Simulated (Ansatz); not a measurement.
Geometry relaxation of Mg2Si (part 2 of 2)

The same run, continued: Mg2Si (slab, 24 atoms in the cell); DFT PBE+D3(BJ), scalar-relativistic, plane waves, PAW, no spin polarisation (Ansatz 0.2.0); cutoff 420 eV, 2×2×1 k-mesh, Gaussian smearing of 0.05 eV. The structure derives from an entry of the Crystallography Open Database. The input holds or restrains some coordinates. Forces given for the steps count only the free coordinates. It belongs to a series of runs on one base structure; here: clean slab, lower planes held.

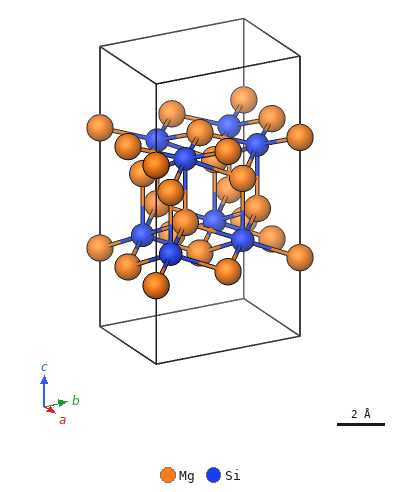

Fig. 1: The geometry at step 3 of the log (ball-and-stick view of the cell of the calculation, with the vacuum cut short, seen slightly off an axis).

## Output, continued
```
  k-point 0: bands = ["-76.2945", "-76.2945", "-76.2945", "-76.2945", "-76.1060", "-76.1060", "-76.1060", "-76.1060", "-75.7254", "-75.7254", "-75.7254", "-75.7254", "-75.6623", "-75.6623", "-75.6623", "-75.6623", "-43.1118", "-43.1117", "-43.1117", "-43.1117", "-43.0164", "-43.0164", "-43.0164", "-43.0162", "-43.0162", "-43.0162", "-43.0161", "-43.0161", "-42.9266", "-42.9266", "-42.9266", "-42.9266", "-42.8273", "-42.8273", "-42.8273", "-42.8270", "-42.8270", "-42.8270", "-42.8268", "-42.8268", "-42.4808", "-42.4808", "-42.4808", "-42.4803", "-42.4803", "-42.4803", "-42.4801", "-42.4801", "-42.4788", "-42.4788", "-42.4788", "-42.4787", "-42.4163", "-42.4163", "-42.4163", "-42.4162", "-42.4162", "-42.4161", "-42.4161", "-42.4161", "-42.4153", "-42.4150", "-42.4150", "-42.4150", "-8.6968", "-7.9034", "-7.2928", "-7.2928", "-7.2928", "-6.9710", "-6.9710", "-6.9710", "-4.3456", "-4.3456", "-4.3456", "-4.0222", "-4.0222", "-4.0222", "-3.5127", "-1.7167", "-1.7167", "-1.7167", "-1.5167", "-1.5167", "-1.5167", "-1.5071", "-1.1935", "-1.1935", "-1.1935", "-0.8584", "-0.8584", "-0.8584", "-0.3006", "-0.3006", "0.0653", "0.0653", "0.7615", "0.7615", "0.7615", "1.0322", "1.1176", "1.1176", "1.1176", "1.4029", "1.4029", "1.4029", "2.0035", "2.0280", "2.0280", "2.0280", "2.2593", "2.5537", "2.8980", "2.8980", "3.0803", "3.0803", "3.1232", "3.2504", "3.2504", "3.2504"]
  k-point 1: bands = ["-76.2945", "-76.2945", "-76.2945", "-76.2945", "-76.1060", "-76.1060", "-76.1060", "-76.1060", "-75.7254", "-75.7254", "-75.7254", "-75.7254", "-75.6623", "-75.6623", "-75.6623", "-75.6623", "-43.1118", "-43.1118", "-43.1117", "-43.1117", "-43.0164", "-43.0164", "-43.0163", "-43.0163", "-43.0162", "-43.0162", "-43.0161", "-43.0161", "-42.9266", "-42.9266", "-42.9266", "-42.9266", "-42.8272", "-42.8272", "-42.8271", "-42.8271", "-42.8271", "-42.8271", "-42.8269", "-42.8269", "-42.4807", "-42.4807", "-42.4805", "-42.4805", "-42.4804", "-42.4804", "-42.4802", "-42.4802", "-42.4788", "-42.4788", "-42.4787", "-42.4787", "-42.4162", "-42.4162", "-42.4162", "-42.4162", "-42.4162", "-42.4162", "-42.4162", "-42.4162", "-42.4151", "-42.4151", "-42.4150", "-42.4150", "-8.1981", "-8.1981", "-7.4738", "-7.4738", "-7.3847", "-7.3847", "-6.9376", "-6.9376", "-3.7066", "-3.7066", "-3.6049", "-3.6049", "-3.0326", "-3.0326", "-2.8191", "-2.8191", "-2.7833", "-2.7833", "-2.3536", "-2.3536", "-2.2046", "-2.2046", "-1.7901", "-1.7901", "-1.0682", "-1.0682", "-0.8900", "-0.8900", "-0.6398", "-0.6398", "-0.4552", "-0.4552", "1.1949", "1.1949", "1.2322", "1.2322", "1.5579", "1.5579", "1.6029", "1.6029", "1.9328", "1.9328", "2.4403", "2.4403", "3.0877", "3.0877", "3.2551", "3.2551", "3.2913", "3.2913", "3.4328", "3.4328", "3.6542", "3.6542", "3.7250", "3.7250"]
--- Relaxed structure (4 steps of the walk, 4 accepted, 0 SCFs on fresh bases) ---
  F+E_penalty+E_count = -35870.17247338 eV   max|allowed force component| = 1.751e-2 eV/Å
  atoms:
    - { symbol: Mg, position: [0.5, 0.5, 0.3732535142000001] }
    - { symbol: Mg, position: [0.49999999999999994, -4.0389678347315804e-28, 0.3732535142000001] }
    - { symbol: Mg, position: [5.551115123125783e-17, 0.5000000000000001, 0.3732535142000001] }
    - { symbol: Mg, position: [0.0, 0.0, 0.3732535142000001] }
    - { symbol: Si, position: [0.33333333333333337, 0.16666666666666666, 0.4155023428] }
    - { symbol: Si, position: [0.3333333333333335, 0.6666666666666667, 0.4155023428] }
    - { symbol: Si, position: [0.8333333333333333, 0.16666666666666666, 0.4155023428] }
    - { symbol: Si, position: [0.8333333333333333, 0.6666666666666667, 0.4155023428] }
    - { symbol: Mg, position: [0.6666666666666666, 0.33333333333333337, 0.45775117140000005] }
    - { symbol: Mg, position: [0.6666666666666667, 0.8333333333333334, 0.45775117140000005] }
    - { symbol: Mg, position: [0.1666666666666667, 0.3333333333333334, 0.45775117140000005] }
    - { symbol: Mg, position: [0.16666666666666674, 0.8333333333333334, 0.45775117140000005] }
    - { symbol: Mg, position: [0.8333333333333333, 0.6666666666666667, 0.5415162962488762] }
    - { symbol: Mg, position: [0.8333333333333333, 0.16666666666666666, 0.5415162962488762] }
    - { symbol: Mg, position: [0.3333333333333335, 0.6666666666666667, 0.5415162962488762] }
    - { symbol: Mg, position: [0.33333333333333337, 0.16666666666666666, 0.5415162962488762] }
    - { symbol: Si, position: [0.6666666666666666, 0.33333333333333337, 0.5876191913027153] }
    - { symbol: Si, position: [0.6666666666666667, 0.8333333333333334, 0.5876191913027153] }
    - { symbol: Si, position: [0.1666666666666667, 0.3333333333333334, 0.5876191913027153] }
    - { symbol: Si, position: [0.16666666666666674, 0.8333333333333334, 0.5876191913027153] }
    - { symbol: Mg, position: [5.551115123125783e-17, 0.5000000000000001, 0.6190123231676287] }
    - { symbol: Mg, position: [-6.914359983840591e-19, 2.5981462821102285e-30, 0.6190123231676287] }
    - { symbol: Mg, position: [0.5, 0.5, 0.6190123231676287] }
    - { symbol: Mg, position: [0.49999999999999994, -4.0389678347315804e-28, 0.6190123231676287] }
```

## Trajectory as extended XYZ (Å, eV, eV/Å), 4 frames, from step=1 to step=4
```
24
Lattice="8.8723 0.0000 0.0000 -4.4362 7.6836 0.0000 0.0000 0.0000 21.4332" Properties=species:S:1:pos:R:3:forces:R:3 step=1 energy=-35869.94200
Mg    2.2181    3.8418    8.0000    0.0000   0.0000   0.5214
Mg    4.4362    0.0000    8.0000    0.0000   0.0000   0.5214
Mg   -2.2181    3.8418    8.0000    0.0000   0.0000   0.5214
Mg    0.0000    0.0000    8.0000    0.0000   0.0000   0.5214
Si    2.2181    1.2806    8.9055    0.0000   0.0000  -0.5321
Si    0.0000    5.1224    8.9055    0.0000   0.0000  -0.5321
Si    6.6542    1.2806    8.9055    0.0000   0.0000  -0.5321
Si    4.4362    5.1224    8.9055    0.0000   0.0000  -0.5321
Mg    4.4362    2.5612    9.8111    0.0000   0.0000  -0.0718
Mg    2.2181    6.4030    9.8111    0.0000   0.0000  -0.0718
Mg    0.0000    2.5612    9.8111    0.0000   0.0000  -0.0718
Mg   -2.2181    6.4030    9.8111    0.0000   0.0000  -0.0718
Mg    4.4362    5.1224   11.6221    0.0000   0.0000   0.0716
Mg    6.6542    1.2806   11.6221    0.0000   0.0000   0.0716
Mg    0.0000    5.1224   11.6221    0.0000   0.0000   0.0716
Mg    2.2181    1.2806   11.6221    0.0000   0.0000   0.0716
Si    4.4362    2.5612   12.5276    0.0000   0.0000   0.5325
Si    2.2181    6.4030   12.5276    0.0000   0.0000   0.5325
Si    0.0000    2.5612   12.5276    0.0000   0.0000   0.5325
Si   -2.2181    6.4030   12.5276    0.0000   0.0000   0.5325
Mg   -2.2181    3.8418   13.4332    0.0000   0.0000  -0.5214
Mg    0.0000    0.0000   13.4332    0.0000   0.0000  -0.5214
Mg    2.2181    3.8418   13.4332    0.0000   0.0000  -0.5214
Mg    4.4362    0.0000   13.4332    0.0000   0.0000  -0.5214
24
Lattice="8.8723 0.0000 0.0000 -4.4362 7.6836 0.0000 0.0000 0.0000 21.4332" Properties=species:S:1:pos:R:3:forces:R:3 step=2 energy=-35870.14689
Mg    2.2181    3.8418    8.0000    0.0000   0.0000   0.5138
Mg    4.4362    0.0000    8.0000    0.0000   0.0000   0.5138
Mg   -2.2181    3.8418    8.0000    0.0000   0.0000   0.5138
Mg    0.0000    0.0000    8.0000    0.0000   0.0000   0.5138
Si    2.2181    1.2806    8.9055    0.0000   0.0000  -0.4643
Si    0.0000    5.1224    8.9055    0.0000   0.0000  -0.4643
Si    6.6542    1.2806    8.9055    0.0000   0.0000  -0.4643
Si    4.4362    5.1224    8.9055    0.0000   0.0000  -0.4643
Mg    4.4362    2.5612    9.8111    0.0000   0.0000   0.0312
Mg    2.2181    6.4030    9.8111    0.0000   0.0000   0.0312
Mg    0.0000    2.5612    9.8111    0.0000   0.0000   0.0312
Mg   -2.2181    6.4030    9.8111    0.0000   0.0000   0.0312
Mg    4.4362    5.1224   11.6415    0.0000   0.0000  -0.2466
Mg    6.6542    1.2806   11.6415    0.0000   0.0000  -0.2466
Mg    0.0000    5.1224   11.6415    0.0000   0.0000  -0.2466
Mg    2.2181    1.2806   11.6415    0.0000   0.0000  -0.2466
Si    4.4362    2.5612   12.5861    0.0000   0.0000   0.0390
Si    2.2181    6.4030   12.5861    0.0000   0.0000   0.0390
Si    0.0000    2.5612   12.5861    0.0000   0.0000   0.0390
Si   -2.2181    6.4030   12.5861    0.0000   0.0000   0.0390
Mg   -2.2181    3.8418   13.2382    0.0000   0.0000   0.1267
Mg    0.0000    0.0000   13.2382    0.0000   0.0000   0.1267
Mg    2.2181    3.8418   13.2382    0.0000   0.0000   0.1267
Mg    4.4362    0.0000   13.2382    0.0000   0.0000   0.1267
24
Lattice="8.8723 0.0000 0.0000 -4.4362 7.6836 0.0000 0.0000 0.0000 21.4332" Properties=species:S:1:pos:R:3:forces:R:3 step=3 energy=-35870.17247
Mg    2.2181    3.8418    8.0000    0.0000   0.0000   0.5087
Mg    4.4362    0.0000    8.0000    0.0000   0.0000   0.5087
Mg   -2.2181    3.8418    8.0000    0.0000   0.0000   0.5087
Mg    0.0000    0.0000    8.0000    0.0000   0.0000   0.5087
Si    2.2181    1.2806    8.9055    0.0000   0.0000  -0.5521
Si    0.0000    5.1224    8.9055    0.0000   0.0000  -0.5521
Si    6.6542    1.2806    8.9055    0.0000   0.0000  -0.5521
Si    4.4362    5.1224    8.9055    0.0000   0.0000  -0.5521
Mg    4.4362    2.5612    9.8111    0.0000   0.0000   0.0516
Mg    2.2181    6.4030    9.8111    0.0000   0.0000   0.0516
Mg    0.0000    2.5612    9.8111    0.0000   0.0000   0.0516
Mg   -2.2181    6.4030    9.8111    0.0000   0.0000   0.0516
Mg    4.4362    5.1224   11.6064    0.0000   0.0000   0.0017
Mg    6.6542    1.2806   11.6064    0.0000   0.0000   0.0017
Mg    0.0000    5.1224   11.6064    0.0000   0.0000   0.0017
Mg    2.2181    1.2806   11.6064    0.0000   0.0000   0.0017
Si    4.4362    2.5612   12.5945    0.0000   0.0000  -0.0173
Si    2.2181    6.4030   12.5945    0.0000   0.0000  -0.0173
Si    0.0000    2.5612   12.5945    0.0000   0.0000  -0.0173
Si   -2.2181    6.4030   12.5945    0.0000   0.0000  -0.0173
Mg   -2.2181    3.8418   13.2674    0.0000   0.0000   0.0074
Mg    0.0000    0.0000   13.2674    0.0000   0.0000   0.0074
Mg    2.2181    3.8418   13.2674    0.0000   0.0000   0.0074
Mg    4.4362    0.0000   13.2674    0.0000   0.0000   0.0074
24
Lattice="8.8723 0.0000 0.0000 -4.4362 7.6836 0.0000 0.0000 0.0000 21.4332" Properties=species:S:1:pos:R:3:forces:R:3 step=4 energy=-35870.17247
Mg    2.2181    3.8418    8.0000    0.0000   0.0000   0.5087
Mg    4.4362    0.0000    8.0000    0.0000   0.0000   0.5087
Mg   -2.2181    3.8418    8.0000    0.0000   0.0000   0.5087
Mg    0.0000    0.0000    8.0000    0.0000   0.0000   0.5087
Si    2.2181    1.2806    8.9055    0.0000   0.0000  -0.5518
Si    0.0000    5.1224    8.9055    0.0000   0.0000  -0.5518
Si    6.6542    1.2806    8.9055    0.0000   0.0000  -0.5518
Si    4.4362    5.1224    8.9055    0.0000   0.0000  -0.5518
Mg    4.4362    2.5612    9.8111    0.0000   0.0000   0.0517
Mg    2.2181    6.4030    9.8111    0.0000   0.0000   0.0517
Mg    0.0000    2.5612    9.8111    0.0000   0.0000   0.0517
Mg   -2.2181    6.4030    9.8111    0.0000   0.0000   0.0517
Mg    4.4362    5.1224   11.6064    0.0000   0.0000   0.0016
Mg    6.6542    1.2806   11.6064    0.0000   0.0000   0.0016
Mg    0.0000    5.1224   11.6064    0.0000   0.0000   0.0016
Mg    2.2181    1.2806   11.6064    0.0000   0.0000   0.0016
Si    4.4362    2.5612   12.5945    0.0000   0.0000  -0.0175
Si    2.2181    6.4030   12.5945    0.0000   0.0000  -0.0175
Si    0.0000    2.5612   12.5945    0.0000   0.0000  -0.0175
Si   -2.2181    6.4030   12.5945    0.0000   0.0000  -0.0175
Mg   -2.2181    3.8418   13.2674    0.0000   0.0000   0.0074
Mg    0.0000    0.0000   13.2674    0.0000   0.0000   0.0074
Mg    2.2181    3.8418   13.2674    0.0000   0.0000   0.0074
Mg    4.4362    0.0000   13.2674    0.0000   0.0000   0.0074
```

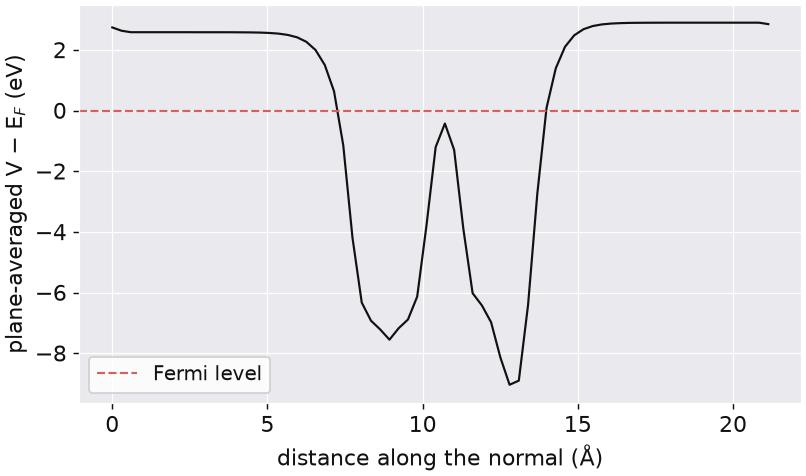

Fig. 2: Plane average of the electrostatic potential energy of an electron across the cell, from the Fermi level. The vacuum level lies 2.90 eV above the Fermi level on the upper side and 2.58 eV on the lower.

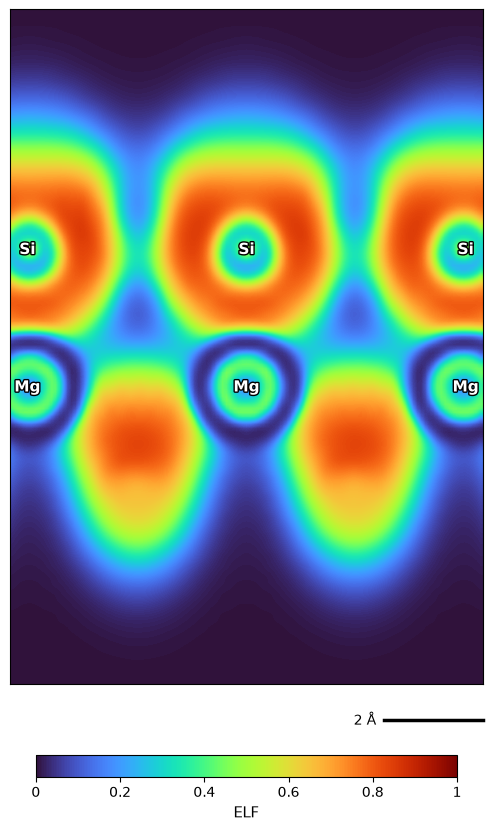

Fig. 3: ELF on the (100) plane of the calculation cell, a cut from vacuum to vacuum. Atoms in the plane: Mg and Si. Core electrons are frozen (PAW), so the fields are smoothed inside the atomic spheres.

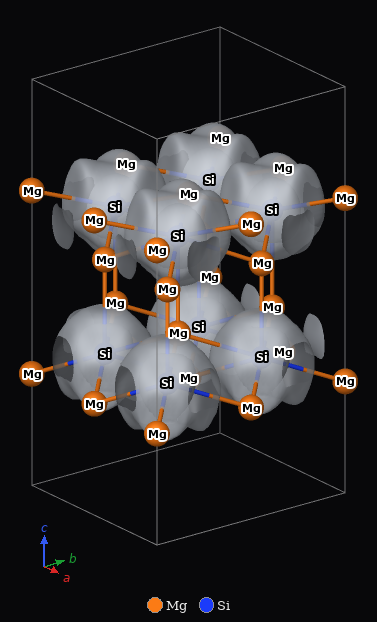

Fig. 4: Isosurface of the electron localisation function at 0.75 (grey), seen slightly off an axis. Only the valence region is drawn (cores and ρ < 0.01 e/Å³ removed). Sticks mark near contacts. Along the contacts the grid gives the following. Mg–Si (2.65 Å): the ELF is about 0.85 at the midpoint. Mg–Si (2.70 Å): the ELF is about 0.75 at the midpoint.

This output came from the following input.

## The input
```yaml
crystal:
  lattice:
    - [8.8723031061, 0.0, 0.0]
    - [-4.4361515531, 7.68363988, 0.0]
    - [0.0, 0.0, 21.4331538633]
  atoms:
    - { symbol: Mg, position: [0.5, 0.5, 0.3732535142] }
    - { symbol: Mg, position: [0.5, 0.0, 0.3732535142] }
    - { symbol: Mg, position: [0.0, 0.5, 0.3732535142] }
    - { symbol: Mg, position: [0.0, 0.0, 0.3732535142] }
    - { symbol: Si, position: [0.3333333333, 0.1666666667, 0.4155023428] }
    - { symbol: Si, position: [0.3333333333, 0.6666666667, 0.4155023428] }
    - { symbol: Si, position: [0.8333333333, 0.1666666667, 0.4155023428] }
    - { symbol: Si, position: [0.8333333333, 0.6666666667, 0.4155023428] }
    - { symbol: Mg, position: [0.6666666667, 0.3333333333, 0.4577511714] }
    - { symbol: Mg, position: [0.6666666667, 0.8333333333, 0.4577511714] }
    - { symbol: Mg, position: [0.1666666667, 0.3333333333, 0.4577511714] }
    - { symbol: Mg, position: [0.1666666667, 0.8333333333, 0.4577511714] }
    - { symbol: Mg, position: [0.8333333333, 0.6666666667, 0.5422488286] }
    - { symbol: Mg, position: [0.8333333333, 0.1666666667, 0.5422488286] }
    - { symbol: Mg, position: [0.3333333333, 0.6666666667, 0.5422488286] }
    - { symbol: Mg, position: [0.3333333333, 0.1666666667, 0.5422488286] }
    - { symbol: Si, position: [0.6666666667, 0.3333333333, 0.5844976572] }
    - { symbol: Si, position: [0.6666666667, 0.8333333333, 0.5844976572] }
    - { symbol: Si, position: [0.1666666667, 0.3333333333, 0.5844976572] }
    - { symbol: Si, position: [0.1666666667, 0.8333333333, 0.5844976572] }
    - { symbol: Mg, position: [0.0, 0.5, 0.6267464858] }
    - { symbol: Mg, position: [0.0, 0.0, 0.6267464858] }
    - { symbol: Mg, position: [0.5, 0.5, 0.6267464858] }
    - { symbol: Mg, position: [0.5, 0.0, 0.6267464858] }
basis:
  ecutwfc: 420
kpoints:
  mp_grid: { grid: [2, 2, 1] }
hamiltonian:
  xc: pbe
  dispersion: d3bj
scf:
  occupations: { method: gaussian, width: 0.05 }
output:
  forces: true
  eigenvalues: true
  write_density: true
  write_potential: true
  elf: true
  volumetric_format: npy
relax:
  adjacent_minimum: "off"
  f_tol: 0.03
  max_steps: 70
  constraints: [{ sites: [0, 1, 2, 3, 4, 5, 6, 7, 8, 9, 10, 11] }]
efield:
  axis: 3
  dipole_correction: true
  ramp_width: 0.04
```

Command:
```bash
ansatz run input.yaml --threads 4 --pin off --max-ram 12288MiB --backend cpu --events-out ev --progress --plain --runs-dir out
```

## Results in brief

| quantity | value |
| --- | --- |
| outcome | converged under the restraints of the input |
| electrons treated | 192 |
| free energy | −35870.1725 eV |
| work function, top face | 2.90 eV |
| work function, bottom face | 2.58 eV |
| Fermi energy | 0.413 eV |
| gap on the k-point mesh | 0.70 eV |
| final volume | 1461.13 Å³ |
| work function (upper face) | 2.90 eV |
| largest force (length of the vector) at the end, held atoms and coordinates included | 0.552 eV/Å |
| hardware | 4 threads of AMD EPYC (Zen 3), 16 GiB of memory available, shared host |
| wall time | 22 s (CPU time 82 s) |
| peak memory | 1.9 GiB |
